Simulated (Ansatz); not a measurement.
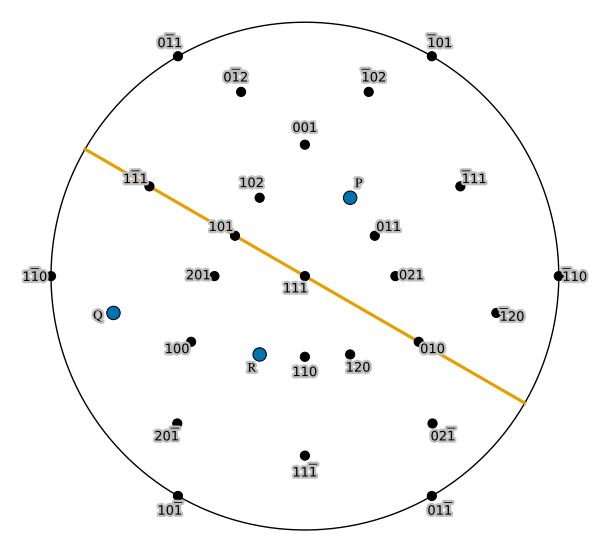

Stereographic projection of plane normals (upper hemisphere) centred on (1 1 1). Crystal: Si, the geometry relaxed with Ansatz 0.2.0, DFT r2SCAN, scalar-relativistic, plane waves, PAW. The drawing is computed from the coordinates (standard cell, symmetry found to 0.002 Å).

a = 6.648 Å, b = 6.648 Å, c = 6.648 Å, α = 90.00°, β = 90.00°, γ = 90.00°.

Q: Index the poles marked P, Q, R.

A: P is (0 1 2), 39.2° from the centre; Q is (2 −1 0), 75.0° from the centre; R is (2 1 0), 39.2° from the centre.

Q: Which zone does the coloured great circle trace?

A: The zone [1 0 −1]: its poles satisfy h − l = 0.

Q: What is the angle between the normals of (1 1 1) and (1 1 −1), and what are their d_hkl = 1/|g|?

A: 70.5°; d = 3.838 Å and 3.838 Å.
